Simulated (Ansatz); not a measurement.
Input file:

```
crystal:
  lattice:
    - [0.0, 3.1670468414, 3.1670468414]
    - [3.1670468414, 0.0, 3.1670468414]
    - [3.1670468414, 3.1670468414, 0.0]
  atoms:
    - { symbol: Se, position: [0.125, 0.125, 0.125] }
    - { symbol: Se, position: [0.875, 0.875, 0.875] }
hamiltonian:
  xc: pbe
  pseudopotentials:
    kind: paw
    azcp:
      Se: "pseudopotentials/Se.paw.azcp"
basis:
  ecutwfc: 420
  fft_grid_basis: typed
kpoints:
  mp_grid: { grid: [10, 10, 10], shift: [0, 0, 0] }
magnetization:
  spin_polarized: false
scf:
  occupations: { method: fermi_dirac, width: 0.1 }
  lower_state_search: "off"
output:
  stress: true
  write_density: true
  write_potential: true
  elf: true
  volumetric_format: npy
```

Launched as:

```sh
ansatz run input.yaml --threads 1 --pin off --max-ram 3584MiB --backend cpu --events-out ev --progress --plain --runs-dir out
```

Below, planes, directions and counts refer to the conventional cell (a = 6.33 Å, b = 6.33 Å, c = 6.33 Å, α = 90.00°, β = 90.00°, γ = 90.00°).

Space group Fd-3m; set up as Se, diamond; a generated structure, not necessarily the stable one; changed on purpose from its base cell (volume × 1.0).

These are results of DFT, PBE, plane waves (420 eV) with PAW, scalar-relativistic (Ansatz), not measurements.

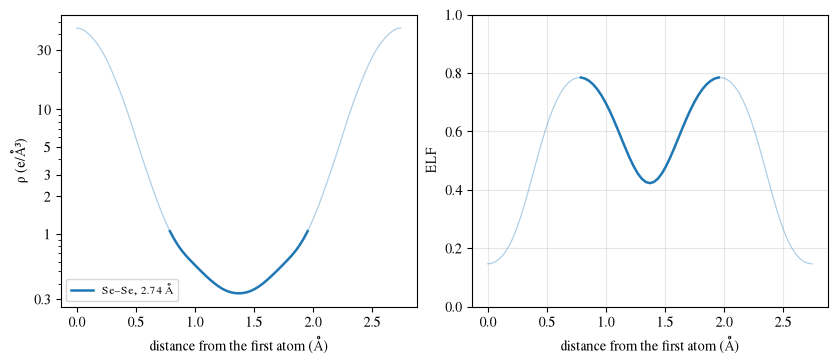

Se. Valence pseudo-density and electron localisation function along straight lines between neighbouring atoms. Thin, pale parts lie inside the atomic spheres.

The density is the valence pseudo-density of a PAW calculation; it isn't the true density close to the nuclei.

Q: What can be read from the curves?

A: Se–Se (2.74 Å): the density is about 0.33 e/Å³ at the midpoint; the ELF is about 0.40 at the midpoint.
